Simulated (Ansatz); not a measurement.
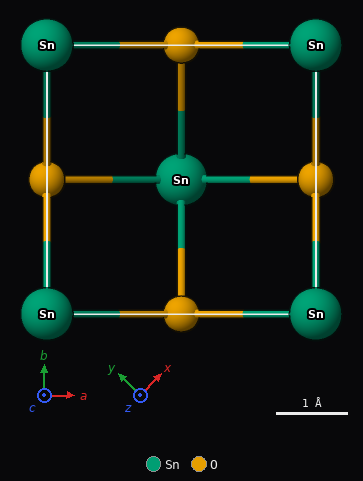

Energy scan for a crystal of SnO (Cmce), in which the cell is strained along x and oppositely along y, with the atoms kept at their fractional coordinates. x, y and z are the Cartesian axes of the input. The picture shows the reference cell. Style: ball-and-stick. Shown: the cell of the calculation, along the c axis.

These are results of DFT PBEsol, scalar-relativistic, plane waves, PAW (Ansatz), not measurements. Settings: plane-wave cutoff 420 eV; k-point mesh 10 × 10 × 4; occupations gaussian; smearing width 0.15 eV; no spin polarisation. Energies (free energies at the smearing named) are counted from the relaxed crystal.

```
Sn O
1.0
     2.69046   -2.69048    0.00000
     2.69046    2.69048    0.00000
     0.00000    0.00000    9.49482
Sn O
4 4
Cartesian
  2.6905 -2.6861 9.4935
  2.6905 2.6861 4.7461
  2.6905 -0.0043 2.4415
  2.6905 0.0043 7.1889
  1.3452 1.3410 3.5938
  4.0357 -1.3410 8.3412
  4.0357 1.3410 3.5938
  1.3452 -1.3410 8.3412
```

Give the energy at each point (the strain: −0.0200, −0.0150, −0.0100, −0.0050, 0.0000, 0.0050, 0.0100, 0.0150, 0.0175, 0.0200).

```csv
strain,E − E(ref) (meV/atom)
−0.0200,7.33
−0.0150,4.12
−0.0100,1.83
−0.0050,0.44
0.0000,0.00
0.0050,0.44
0.0100,1.83
0.0150,4.11
0.0175,5.61
0.0200,7.32
```

The lowest computed point lies at the strain 0.00 (0.00 meV/atom). At the ends of the scan the energy is 7.33 meV/atom (−0.02) and 7.32 meV/atom (0.02). The curvature at zero strain, (1/V) d²E/dε², is about 340 GPa; it is C₁₁ + C₂₂ − 2C₁₂ with clamped ions. The distortion keeps the space group Cmce. At the strain −0.02 the cell of the drawing goes a 3.805 → 3.806 Å, b 3.805 → 3.806 Å, γ 90.0° → 92.3°.

Limits of the set-up: layers or molecules are held without a dispersion correction, so their spacing is unreliable.
